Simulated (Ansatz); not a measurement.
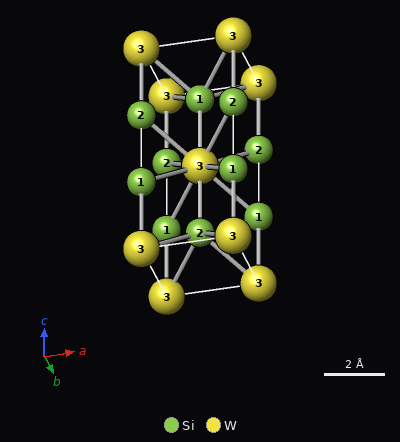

*The starting structure (ball-and-stick view of the cell 2 times as large as that of the calculation, set on its symmetry axes, seen at an oblique angle; atoms are numbered from 1 in the order of the input).*

WSi₂: geometry relaxation

The run: geometry relaxation of WSi₂ (3 atoms in the cell). Method and program: DFT PBE, scalar-relativistic, plane waves, PAW, no spin polarisation (Ansatz 0.2.0).

The structure derives from an entry of the Crystallography Open Database. Figures and captions count atoms from 1; the log counts them from 0 in places.

The input
```yaml
crystal:
  lattice:
    - [-1.606, 1.606, 3.94]
    - [1.606, -1.606, 3.94]
    - [1.606, 1.606, -3.94]
  atoms:
    - { symbol: Si, position: [0.333, 0.333, 0.0] }
    - { symbol: Si, position: [0.667, 0.667, 0.0] }
    - { symbol: W, position: [0.0, 0.0, 0.0] }
basis:
  ecutwfc: 420
kpoints:
  mp_grid: { grid: [18, 18, 18] }
hamiltonian:
  xc: pbe
scf:
  occupations: { method: gaussian, width: 0.1 }
output:
  forces: true
  stress: true
  eigenvalues: true
  write_density: true
  write_potential: true
  elf: true
  volumetric_format: npy
relax:
  adjacent_minimum: "off"
  f_tol: 0.005
  max_steps: 80
  cell: { stress_tol: 0.05 }
```

Machine: 4 threads of Intel Xeon @ 2.30GHz, 28 GiB of memory available, shared host.

Command:
```bash
ansatz run input.yaml --threads 4 --pin off --max-ram 2560MiB --backend cpu --events-out ev --progress --plain --runs-dir out
```

Log
```
Engine: ansatz 0.2.0, x86_64-unknown-linux-gnu
Pseudopotentials: kind: paw
Pseudopotential: Si, paw, valence charge 4, recommended cutoff 420 eV (normal), Si.paw.azcp
Pseudopotential: W, paw, valence charge 14, recommended cutoff 420 eV (normal), W.paw.azcp
Functional definition: PBE
  parameter kappa = 0.804
  parameter beta = 0.06672455060314922
  exchange = pbe_x(kappa = kappa, mu = beta*pi^2/3)
  correlation = pbe_c(beta = beta)
Crystal: 3 atoms, lattice volume = 40.649 Å³
Basis set: ecut = 420 eV, 793 PW (Γ), exchange–correlation on 64×64×64 points (8 copies of the dense FFT grid, shifted against one another)
Bands: 15, of which v1, the nominal top of the filled ones, is band 11 counted from 1 (10 counted from 0)
Symmetry: 16 space group operations
Space group: I4/mmm (ITA 139), of the structure as read, at distance tolerance 3.4e-5 Å
k-points: 480 of 5832
Non-local potential: Si, projectors of the file, l = 0: 2, l = 1: 2, l = 2: 2
Non-local potential: W, projectors of the file, l = 0: 3, l = 1: 2, l = 2: 2, l = 3: 1
PAW form: soft (Blöchl's): semilocal exchange-correlation on the pseudo side does not see the compensation charge
PAW one-centre angular grid: Si, 110 points (default); XC on 64 Gauss nodes
PAW one-centre angular grid: W, 590 points (default); XC on 64 Gauss nodes
Initial density: superposition of atomic densities (neutral atoms: chi_scale 0, normalization atom), corrected by the library's trained network
Initial wavefunctions: pseudopotential atomic-orbital guess
Functional: x = pbe(κ = 0.804, μ = 0.2195149727645171), c = pbe(β = 0.06672455060314922)
SCF iter   1: F=—  HF=-11657.455189 eV  |F-HF|=—  |Δ(HF+E_count)|=         —  Δρ=3.37e-3  dr2=2.07e-3  ethr=1.77e-3  ⟨swp⟩=5.0  Hψ=41566  notcnv=0
preconditioner: auto → Kerker (q_TF=auto, 2.463 Å⁻¹)  [metal: Δε(μ)=0.065 eV  Ē_g=8.079 eV  σ=0.100 eV  W_gap=0.35  n_scr=10 (ndim 8)  ℏωp=21.8 eV  f_vac=0.000  D(μ)=0.24/eV (n_scr^D=0)]
SCF iter   2: F=—  HF=-11657.455495 eV  |F-HF|=—  |Δ(HF+E_count)|=   3.05e-4  Δρ=1.93e-3  dr2=8.22e-4  ethr=9.39e-6  ⟨swp⟩=1.0  Hψ=11062  notcnv=0
SCF iter   3: F=—  HF=-11657.455586 eV  |F-HF|=—  |Δ(HF+E_count)|=   9.15e-5  Δρ=1.97e-4  dr2=2.00e-5  ethr=3.74e-6  ⟨swp⟩=2.3  Hψ=10014  notcnv=0
SCF iter   4: F=—  HF=-11657.455586 eV  |F-HF|=—  |Δ(HF+E_count)|=   3.71e-7  Δρ=8.39e-5  dr2=1.81e-6  ethr=9.07e-8  ⟨swp⟩=2.3  Hψ=10092  notcnv=0
SCF iter   5: F=—  HF=-11657.455586 eV  |F-HF|=—  |Δ(HF+E_count)|=   1.03e-7  Δρ=1.32e-5  dr2=1.04e-7  ethr=8.24e-9  ⟨swp⟩=2.1  Hψ=10023  notcnv=0
SCF iter   6: F=-11657.455586 eV  HF=-11657.455586 eV  |F-HF|=1.28e-9  |Δ(HF+E_count)|=   1.30e-8  Δρ=2.63e-6  dr2=3.03e-9  ethr=4.55e-10  ⟨swp⟩=8.1  Hψ=39461  notcnv=0
SCF 1 converged in 6 iterations: F = -11657.455586 eV  dr2 = 3.03e-9
  greatest PAW one-centre occupation: 0.999 electrons in one spin orbital (limit 2), on the W atom at site 2 (counted from 0), in its partial waves of l = 0
relax step   1: F+E_penalty+E_count = -11657.45558584 eV  Δ(F+E_penalty+E_count) = +0.000e0 eV  max|allowed force component| = 2.223e-1 eV/Å  Δτ_max = 0.0000 Å  P = +1.665 GPa  Ω = 40.649 Å³  (6 SCF iters, dr2 threshold 1.00e-7 eV, accepted)
Crystal: 3 atoms, lattice volume = 41.134 Å³
Basis set: ecut = 420 eV, 833 PW (Γ), exchange–correlation on 64×64×64 points (8 copies of the dense FFT grid, shifted against one another)
Initial density: handed on by an earlier stage of this run
Initial wavefunctions: those handed on with the density
iter 1 solved again at ethr=1.31e-6 eV; its pass at ethr=3.10e-3 eV (dr2=2.88e-4 eV) is discarded
SCF iter   1: F=—  HF=-11657.460649 eV  |F-HF|=—  |Δ(HF+E_count)|=         —  Δρ=1.27e-3  dr2=4.22e-4  ethr=1.31e-6  ⟨swp⟩=2.6  Hψ=46833  notcnv=0
preconditioner: auto → Kerker (q_TF=auto, 2.458 Å⁻¹)  [metal: Δε(μ)=0.051 eV  Ē_g=8.006 eV  σ=0.100 eV  W_gap=0.28  n_scr=10 (ndim 8)  ℏωp=21.7 eV  f_vac=0.000  D(μ)=0.18/eV (n_scr^D=0)]
SCF iter   2: F=—  HF=-11657.460538 eV  |F-HF|=—  |Δ(HF+E_count)|=   1.11e-4  Δρ=7.09e-4  dr2=1.41e-4  ethr=1.31e-6  ⟨swp⟩=1.0  Hψ=7200  notcnv=0
SCF iter   3: F=—  HF=-11657.460492 eV  |F-HF|=—  |Δ(HF+E_count)|=   4.61e-5  Δρ=6.99e-5  dr2=1.77e-6  ethr=6.42e-7  ⟨swp⟩=2.3  Hψ=12520  notcnv=0
SCF iter   4: F=-11657.460491 eV  HF=-11657.460491 eV  |F-HF|=2.71e-8  |Δ(HF+E_count)|=   5.41e-7  Δρ=1.17e-5  dr2=4.53e-8  ethr=1.36e-9  ⟨swp⟩=10.0  Hψ=52539  notcnv=0
SCF 2 converged in 4 iterations: F = -11657.460491 eV  dr2 = 4.53e-8
  greatest PAW one-centre occupation: 1.000 electrons in one spin orbital (limit 2), on the W atom at site 2 (counted from 0), in its partial waves of l = 0
relax step   2: F+E_penalty+E_count = -11657.46049109 eV  Δ(F+E_penalty+E_count) = -4.905e-3 eV  max|allowed force component| = 5.253e-2 eV/Å  Δτ_max = 0.0100 Å  P = -0.581 GPa  Ω = 41.134 Å³  energy of the carried Pulay correction = -1.461e-4 eV  (4 SCF iters, dr2 threshold 3.00e-7 eV, accepted)
Crystal: 3 atoms, lattice volume = 41.022 Å³
iter 1 solved again at ethr=3.34e-7 eV; its pass at ethr=3.10e-3 eV (dr2=7.35e-5 eV) is discarded
SCF iter   1: F=—  HF=-11657.461593 eV  |F-HF|=—  |Δ(HF+E_count)|=         —  Δρ=4.60e-4  dr2=1.26e-4  ethr=3.34e-7  ⟨swp⟩=2.2  Hψ=43424  notcnv=0
eigensolver tolerance schedule calibrated: the retry pair's looser diagonalisation under-reported the residual by θ = 0.42 (0.10/decade); ethr = c·dr2/N_el runs at the constant in force after the calibration composes with the one it found (an armed cap, an earlier calibration), c = 9.1e-2
preconditioner: auto → Kerker (q_TF=auto, 2.459 Å⁻¹)  [metal: Δε(μ)=0.059 eV  Ē_g=8.022 eV  σ=0.100 eV  W_gap=0.32  n_scr=10 (ndim 8)  ℏωp=21.7 eV  f_vac=0.000  D(μ)=0.18/eV (n_scr^D=0)]
SCF iter   2: F=—  HF=-11657.461569 eV  |F-HF|=—  |Δ(HF+E_count)|=   2.38e-5  Δρ=2.58e-4  dr2=4.14e-5  ethr=3.34e-7  ⟨swp⟩=2.0  Hψ=9445  notcnv=0
SCF iter   3: F=—  HF=-11657.461553 eV  |F-HF|=—  |Δ(HF+E_count)|=   1.56e-5  Δρ=3.38e-5  dr2=9.85e-7  ethr=1.72e-7  ⟨swp⟩=2.3  Hψ=10579  notcnv=0
SCF iter   4: F=-11657.461553 eV  HF=-11657.461553 eV  |F-HF|=1.82e-8  |Δ(HF+E_count)|=   3.07e-7  Δρ=1.12e-5  dr2=4.10e-8  ethr=1.24e-9  ⟨swp⟩=9.9  Hψ=51882  notcnv=0
SCF 3 converged in 4 iterations: F = -11657.461553 eV  dr2 = 4.10e-8
relax step   3: F+E_penalty+E_count = -11657.46155290 eV  Δ(F+E_penalty+E_count) = -1.062e-3 eV  max|allowed force component| = 3.831e-2 eV/Å  Δτ_max = 0.0005 Å  P = -0.056 GPa  Ω = 41.022 Å³  energy of the carried Pulay correction = -1.125e-4 eV  (4 SCF iters, dr2 threshold 3.00e-7 eV, accepted)
Crystal: 3 atoms, lattice volume = 41.012 Å³
iter 1 solved again at ethr=8.63e-8 eV; its pass at ethr=3.10e-3 eV (dr2=1.90e-5 eV) is discarded
SCF iter   1: F=—  HF=-11657.461651 eV  |F-HF|=—  |Δ(HF+E_count)|=         —  Δρ=1.60e-4  dr2=2.37e-5  ethr=8.63e-8  ⟨swp⟩=2.0  Hψ=43059  notcnv=0
preconditioner: auto → Kerker (q_TF=auto, 2.459 Å⁻¹)  [metal: Δε(μ)=0.058 eV  Ē_g=8.025 eV  σ=0.100 eV  W_gap=0.32  n_scr=10 (ndim 8)  ℏωp=21.7 eV  f_vac=0.000  D(μ)=0.18/eV (n_scr^D=0)]
SCF iter   2: F=—  HF=-11657.461651 eV  |F-HF|=—  |Δ(HF+E_count)|=   7.32e-7  Δρ=9.21e-5  dr2=7.60e-6  ethr=8.63e-8  ⟨swp⟩=1.1  Hψ=7413  notcnv=0
SCF iter   3: F=—  HF=-11657.461649 eV  |F-HF|=—  |Δ(HF+E_count)|=   2.68e-6  Δρ=1.98e-5  dr2=4.37e-7  ethr=3.46e-8  ⟨swp⟩=2.2  Hψ=9895  notcnv=0
SCF iter   4: F=-11657.461648 eV  HF=-11657.461648 eV  |F-HF|=3.65e-9  |Δ(HF+E_count)|=   1.36e-7  Δρ=5.10e-6  dr2=8.89e-9  ethr=4.17e-10  ⟨swp⟩=8.7  Hψ=42860  notcnv=0
SCF 4 converged in 4 iterations: F = -11657.461648 eV  dr2 = 8.89e-9
relax step   4: F+E_penalty+E_count = -11657.46164845 eV  Δ(F+E_penalty+E_count) = -9.555e-5 eV  max|allowed force component| = 9.393e-3 eV/Å  Δτ_max = 0.0014 Å  P = +0.011 GPa  Ω = 41.012 Å³  energy of the carried Pulay correction = -1.094e-4 eV  (4 SCF iters, dr2 threshold 9.17e-8 eV, accepted)
Crystal: 3 atoms, lattice volume = 41.011 Å³
iter 1 solved again at ethr=5.61e-9 eV; its pass at ethr=3.10e-3 eV (dr2=1.23e-6 eV) is discarded
SCF iter   1: F=—  HF=-11657.461648 eV  |F-HF|=—  |Δ(HF+E_count)|=         —  Δρ=4.08e-5  dr2=1.26e-6  ethr=5.61e-9  ⟨swp⟩=2.1  Hψ=40383  notcnv=0
preconditioner: auto → Kerker (q_TF=auto, 2.459 Å⁻¹)  [metal: Δε(μ)=0.057 eV  Ē_g=8.025 eV  σ=0.100 eV  W_gap=0.31  n_scr=10 (ndim 8)  ℏωp=21.7 eV  f_vac=0.000  D(μ)=0.18/eV (n_scr^D=0)]
SCF iter   2: F=—  HF=-11657.461653 eV  |F-HF|=—  |Δ(HF+E_count)|=   5.26e-6  Δρ=2.32e-5  dr2=4.04e-7  ethr=5.61e-9  ⟨swp⟩=1.1  Hψ=7264  notcnv=0
SCF iter   3: F=—  HF=-11657.461653 eV  |F-HF|=—  |Δ(HF+E_count)|=   1.22e-7  Δρ=4.48e-6  dr2=2.00e-8  ethr=1.83e-9  ⟨swp⟩=2.2  Hψ=9834  notcnv=0
SCF iter   4: F=-11657.461653 eV  HF=-11657.461653 eV  |F-HF|=7.28e-11  |Δ(HF+E_count)|=   5.83e-9  Δρ=1.03e-6  dr2=2.92e-10  ethr=2.51e-11  ⟨swp⟩=7.6  Hψ=37193  notcnv=0
SCF 5 converged in 4 iterations: F = -11657.461653 eV  dr2 = 2.92e-10
relax step   5: F+E_penalty+E_count = -11657.46165265 eV  Δ(F+E_penalty+E_count) = -4.196e-6 eV  max|allowed force component| = 1.402e-3 eV/Å  Δτ_max = 0.0005 Å  P = +0.025 GPa  Ω = 41.011 Å³  energy of the carried Pulay correction = -1.093e-4 eV  (4 SCF iters, dr2 threshold 5.51e-9 eV, accepted)
Initial wavefunctions: pseudopotential atomic-orbital guess (no wavefunctions were taken with the density)
iter 1 solved again at ethr=1.29e-8 eV; its pass at ethr=3.10e-3 eV (dr2=2.84e-6 eV) is discarded
SCF iter   1: F=—  HF=-11657.461762 eV  |F-HF|=—  |Δ(HF+E_count)|=         —  Δρ=2.83e-5  dr2=2.21e-8  ethr=1.29e-8  ⟨swp⟩=3.2  Hψ=63499  notcnv=0
SCF iter   2: F=—  HF=-11657.461768 eV  |F-HF|=—  |Δ(HF+E_count)|=   5.99e-6  Δρ=1.47e-5  dr2=5.91e-9  ethr=1.00e-10  ⟨swp⟩=2.1  Hψ=10800  notcnv=0
SCF iter   3: F=—  HF=-11657.461768 eV  |F-HF|=—  |Δ(HF+E_count)|=   9.84e-8  Δρ=6.24e-7  dr2=1.40e-10  ethr=2.69e-11  ⟨swp⟩=2.2  Hψ=12536  notcnv=0
SCF iter   4: F=-11657.461768 eV  HF=-11657.461768 eV  |F-HF|=5.46e-12  |Δ(HF+E_count)|=  3.64e-12  Δρ=2.49e-7  dr2=1.25e-11  ethr=1.00e-12  ⟨swp⟩=6.4  Hψ=33256  notcnv=0
SCF 6 converged in 4 iterations: F = -11657.461768 eV  dr2 = 1.25e-11
relax step   6: F+E_penalty+E_count = -11657.46176846 eV  Δ(F+E_penalty+E_count) = -1.158e-4 eV  max|allowed force component| = 1.362e-3 eV/Å  Δτ_max = 0.0000 Å  P = +0.028 GPa  Ω = 41.011 Å³  stress off target by 4.13e-2 GPa  SCF on the basis re-selected at this cell (its energy is not comparable with the rows above)  (4 SCF iters)
```

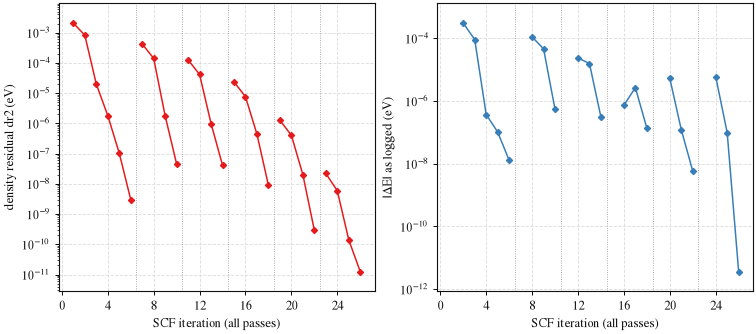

*Convergence of the self-consistent field: density residual dr2 and size of the energy change against the SCF iteration. The dotted lines part the SCF passes of the relaxation: geometry steps, rejected trials and re-solves on a re-selected basis.*

The 6 passes take 4 to 6 iterations each, 26 in all.

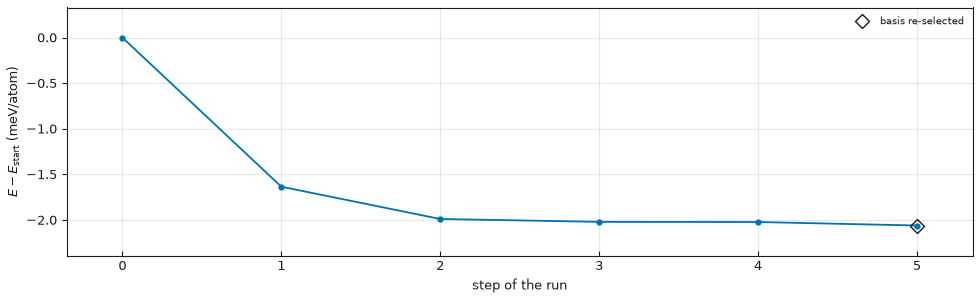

*Progress of the relaxation, step by step (the first geometry is step 0 here and step 1 in the log).*

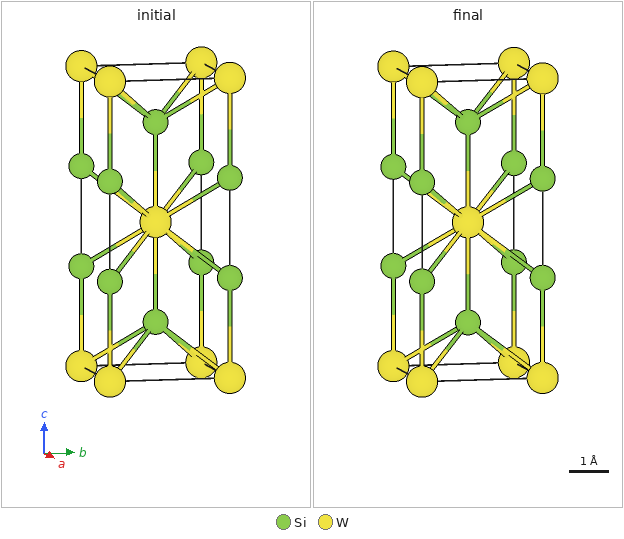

*Before (left) and after (right) the relaxation, at one scale (ball-and-stick view of the cell 2 times as large as that of the calculation, set on its symmetry axes, seen slightly off an axis).*

The energy falls by 2.0 meV per atom in 4 geometry steps. Largest force component: 0.22 eV/Å at the start, 0.0014 eV/Å at the end. Pressure: 1.67 GPa at the start and 0.03 GPa at the end. The largest moves relative to the cell, 0.012 Å, are those of Si1 and Si2. W stays in place. The drawn cell changes as follows: a = b 3.212 → 3.229 Å (+0.5 %), c 7.880 → 7.867 Å (−0.2 %); the volume changes by +0.9 %. The space group stays I4/mmm (No. 139). A last SCF at the same geometry on a re-selected plane-wave basis shifts the energy by next to nothing (0.0 meV per atom). (Atoms are counted from 1 in the order of the input.)

```
basis re-selected at this cell: Δ(F+E_penalty+E_count) = -1.158e-4 eV, ΔP = +0.003 GPa vs the last step (what re-selecting the basis moved, of the pressure what is left beyond the Pulay correction that the steps carried, after the strain that the cell walked since its last selection, with what the two solves' SCF thresholds leave and, on support functions, any second-order correction that the steps lacked; it is no measure of the basis error at this ecutwfc). This SCF's stress stands 4.13e-2 GPa from its target on what of the cell is left free (relax.cell.stress_tol is 5.00e-2 GPa) and its largest allowed force component is 1.36e-3 eV/Å (relax.f_tol is 5.00e-3 eV/Å): within both
SCF converged after 4 iterations
Free energy (F): -11657.461768 eV
Harris-Foulkes:  -11657.461768 eV  (|F-HF|=5.46e-12)
Internal energy: -11657.460867 eV  (E = F + TS)
E sigma→0 (E₀):  -11657.461318 eV
Entropy (-TS):   -0.000901 eV (-0.300 meV/atom)
Fermi energy:    16.480218 eV
--- Per-component energies (eV) ---
  E_band       = -85.592061
  E_kinetic    = 540.155811
  E_local      = -955.920873  (includes V_loc(G=0)·N_el)
  E_nonlocal   = 50.494567
  E_hartree    = 374.125354
  E_xc         = -381.520858
  E_vxc        = -338.058176  (∫ρ·V_xc dr)
  E_paw        = -9588.251197  (= ΣΔE_a)
  E_vpaw       = -130.514071  (= ΣTr[D̂ρ^β])
  E_aug_tail   = -0.000070  (compensation charges beyond the density's cutoff)
  E_ewald      = -1696.543602
  E_smearing   = -0.000901  (= −TS)
  E_closure    = -0.000000  (closes the sum)
  Σ components = -11657.461768   (vs F -11657.461768, Δ=0.00e0)
--- Forces (eV/Å), atoms counted from 1 ---
  atom   1  Si     0.00000000     0.00000000    -0.00136204
  atom   2  Si     0.00000000     0.00000000     0.00136204
  atom   3  W      0.00000000    -0.00000000    -0.00000000
  max |Σ_I F_I| component: 4.16e-17 eV/Å
--- Stress (GPa, compression-positive) ---
        0.020665      -0.000000       0.000000
       -0.000000       0.020665      -0.000000
        0.000000       0.000000       0.041301
  P = ⅓ Tr σ = 0.0275 GPa (0.275 kbar)
--- Band table (eV; the first three rows and the last of 480) ---
  k-point 0: bands = ["-57.3319", "-21.6210", "-21.6026", "-21.6026", "2.5207", "9.7199", "12.7242", "13.2257", "13.6714", "13.6714", "17.0810", "19.1363", "19.4599", "19.5184", "19.5184"]
  k-point 1: bands = ["-57.3315", "-21.6198", "-21.6087", "-21.6080", "2.6197", "9.8102", "12.3847", "13.2460", "13.4152", "14.0284", "16.5756", "18.9868", "19.5924", "19.6117", "19.7560"]
  k-point 2: bands = ["-57.3303", "-21.6260", "-21.6234", "-21.6164", "2.9123", "10.0658", "11.8725", "12.8021", "13.3112", "14.5280", "15.4816", "18.7826", "19.7866", "19.8145", "20.3384"]
  k-point 479: bands = ["-57.3318", "-21.6369", "-21.6038", "-21.6038", "4.7547", "5.5498", "12.7176", "13.9369", "15.6361", "15.6361", "15.9862", "15.9862", "17.2535", "20.9229", "21.2023"]
--- Relaxed structure (5 steps of the walk, 5 accepted, 1 SCFs on fresh bases) ---
  F+E_penalty+E_count = -11657.46176846 eV   max|allowed force component| = 1.362e-3 eV/Å   (the final SCF, on the basis selected at the relaxed cell)
  cell:  # Å, volume = 41.0114 Å³
    - [-1.6144976575673389, 1.6144976575673389, 3.9334139114790334]
    - [1.6144976575673389, -1.6144976575673389, 3.9334139114790334]
    - [1.6144976575673389, 1.6144976575673389, -3.9334139114790334]
  atoms:
    - { symbol: Si, position: [0.3345744055739143, 0.3345744055739143, -7.490043970386575e-35] }
    - { symbol: Si, position: [0.6654255944260856, 0.6654255944260856, 1.1170588661464877e-34] }
    - { symbol: W, position: [6.87945540917198e-20, 6.879455409171995e-20, 9.96218043436605e-35] }
```

Trajectory as extended XYZ (Å, eV, eV/Å), 6 frames, from step=1 to step=6
```
3
Lattice="-1.6060 1.6060 3.9400 1.6060 -1.6060 3.9400 1.6060 1.6060 -3.9400" Properties=species:S:1:pos:R:3:forces:R:3 step=1 energy=-11657.45559 pressure_GPa=1.67
Si    0.0000    0.0000    2.6240    0.0000   0.0000   0.2223
Si    0.0000    0.0000    5.2560    0.0000   0.0000  -0.2223
W     0.0000    0.0000    0.0000    0.0000   0.0000   0.0000
3
Lattice="-1.6187 1.6187 3.9248 1.6187 -1.6187 3.9248 1.6187 1.6187 -3.9248" Properties=species:S:1:pos:R:3:forces:R:3 step=2 energy=-11657.46049 pressure_GPa=-0.58
Si    0.0000    0.0000    2.6238    0.0000   0.0000   0.0525
Si    0.0000    0.0000    5.2257    0.0000   0.0000  -0.0525
W     0.0000    0.0000    0.0000    0.0000   0.0000   0.0000
3
Lattice="-1.6150 1.6150 3.9317 1.6150 -1.6150 3.9317 1.6150 1.6150 -3.9317" Properties=species:S:1:pos:R:3:forces:R:3 step=3 energy=-11657.46155 pressure_GPa=-0.06
Si    0.0000    0.0000    2.6289    0.0000   0.0000   0.0383
Si    0.0000    0.0000    5.2345    0.0000   0.0000  -0.0383
W     0.0000    0.0000    0.0000    0.0000   0.0000   0.0000
3
Lattice="-1.6145 1.6145 3.9336 1.6145 -1.6145 3.9336 1.6145 1.6145 -3.9336" Properties=species:S:1:pos:R:3:forces:R:3 step=4 energy=-11657.46165 pressure_GPa=0.01
Si    0.0000    0.0000    2.6316    0.0000   0.0000   0.0094
Si    0.0000    0.0000    5.2355    0.0000   0.0000  -0.0094
W     0.0000    0.0000    0.0000    0.0000   0.0000   0.0000
3
Lattice="-1.6145 1.6145 3.9334 1.6145 -1.6145 3.9334 1.6145 1.6145 -3.9334" Properties=species:S:1:pos:R:3:forces:R:3 step=5 energy=-11657.46165 pressure_GPa=0.02
Si    0.0000    0.0000    2.6320    0.0000   0.0000  -0.0014
Si    0.0000    0.0000    5.2348    0.0000   0.0000   0.0014
W     0.0000    0.0000    0.0000    0.0000   0.0000   0.0000
3
Lattice="-1.6145 1.6145 3.9334 1.6145 -1.6145 3.9334 1.6145 1.6145 -3.9334" Properties=species:S:1:pos:R:3:forces:R:3 step=6 energy=-11657.46177 pressure_GPa=0.03
Si    0.0000    0.0000    2.6320    0.0000   0.0000  -0.0014
Si    0.0000    0.0000    5.2348    0.0000   0.0000   0.0014
W     0.0000    0.0000    0.0000    0.0000   0.0000   0.0000
```

Results in brief

| quantity | value |
| --- | --- |
| outcome | converged |
| space group (tolerance 0.01 Å) | I4/mmm (139) |
| electrons treated | 22 |
| free energy | −11657.4618 eV |
| Fermi energy | 16.480 eV |
| gap on the k-point mesh | none (metallic) |
| pressure | 0.03 GPa |
| final volume | 41.01 Å³ |
| largest force (length of the vector) at the end | 0.001 eV/Å |
| final cell | a = 4.548 Å, b = 4.548 Å, c = 4.548 Å, α = 138.41°, β = 138.41°, γ = 60.27° |
| wall time | 31 s (CPU time 1.8 min) |
| peak memory | 0.68 GiB |

Spin–orbit coupling is left out, which matters for W.
